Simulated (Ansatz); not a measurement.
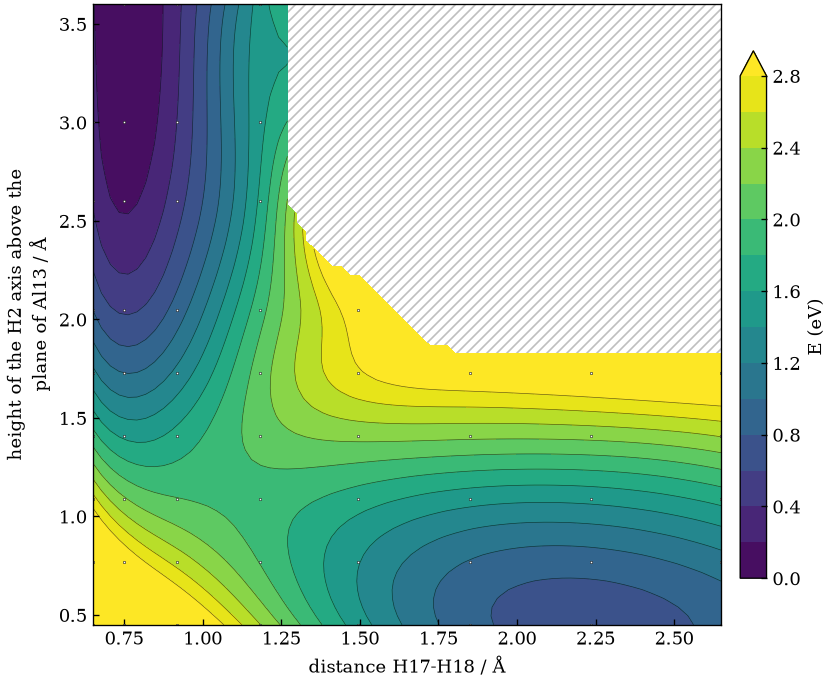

Energy landscape of H₂ on an Al(110) slab cut from the Fm-3m phase, its upper half relaxed before the scan (16 atoms of substrate and one adsorbate in a 2 × 2 cell). H2 lies flat over one site of a rigid substrate while its bond length and height are varied; it sits over a bridge site, heights counted from the top plane, its axis along the second surface vector. First axis: distance H17-H18. Second axis: height of the H2 axis above the plane of Al13. Grid: 8 × 9 points. At 15 points there is no value (left out: too close to the surface, or the stretched molecule far from it). Points are written as (first, second). Energies are in eV, from the lowest grid point. These are results of DFT PBE, scalar-relativistic, plane waves, PAW (Ansatz 0.2.0), not measurements. Settings: cutoff 420 eV, k-mesh 5×4×1, gaussian smearing 0.1 eV, no spin polarisation.

The picture shows filled contours, dots at the grid points, one colour for all values above the top of the scale, hatched blanks where no value was computed. Between grid points the surface is interpolated. 

**What does the map say about the system?**

The lowest grid point is at (0.750 Å, 3.60 Å). It lies at the edge of the scanned range, so the true minimum may lie outside. The highest grid point, (0.650 Å, 0.45 Å), lies 4.90 eV above the lowest. On the interpolated surface the lowest path from the intact molecule far from the surface, (0.750 Å, 3.60 Å), to the well of the stretched molecule, (2.235 Å, 0.45 Å), has its top at about (1.09 Å, 1.17 Å), about 1.9 eV above the start and 1.3 eV above the end.

Each point was launched as `ansatz run input.yaml --threads 1 --pin off --max-ram 3072MiB --backend cpu --events-out ev --progress --plain --runs-dir out`. The whole map (57 points run) took 36 min on 1 thread of Arm Neoverse V2 (shared host).

PAW datasets: the set soft_1.
